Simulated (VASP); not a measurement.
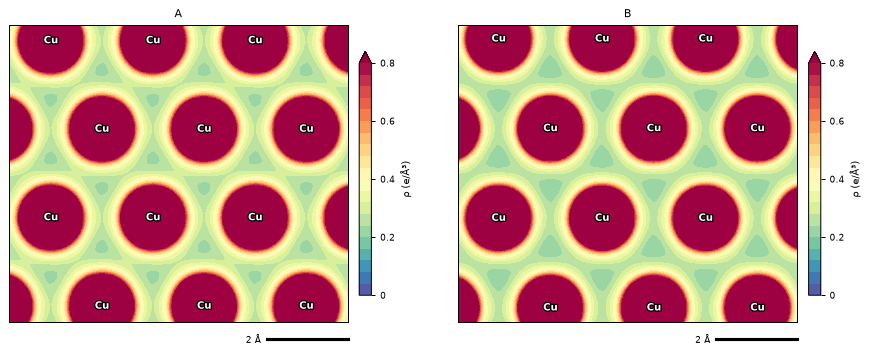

Cu. The valence electron density of two cells that differ in size, on the (001) plane of each (indices in the axes of the calculation cell), at one length scale and on one colour scale; one has 11.3 and the other 11.8 Å³ an atom.

These are results of Kohn-Sham DFT of a periodic cell, PBEsol, VASP PAW PBE potentials, recommended in VASP, not measurements.

In a PAW calculation such maps are meaningful between the atoms, not at the nuclei.

The larger cell:

```
Cu
1.0
     2.55345    0.00000    0.00000
    -1.27672    2.21135    0.00000
     0.00000    0.00000    8.34152
Cu
4
Direct
  0.00000 0.00000 0.00000
  0.00000 0.00000 0.50000
  0.33333 0.66667 0.25000
  0.66667 0.33333 0.75000
```

The smaller cell: a = 2.520 Å, b = 2.520 Å, c = 8.233 Å, α = 90.00°, β = 90.00°, γ = 120.00°.

Q: Which is the denser cell? Describe the effect of the change.

A: Panel A is the smaller cell, by 4 % in volume. From the larger cell to the smaller, Cu–Cu goes from 2.55 to 2.52 Å, and the density at its midpoint from 0.26 to 0.28 e/Å³; the pressure goes from −5 to 0.8 GPa.
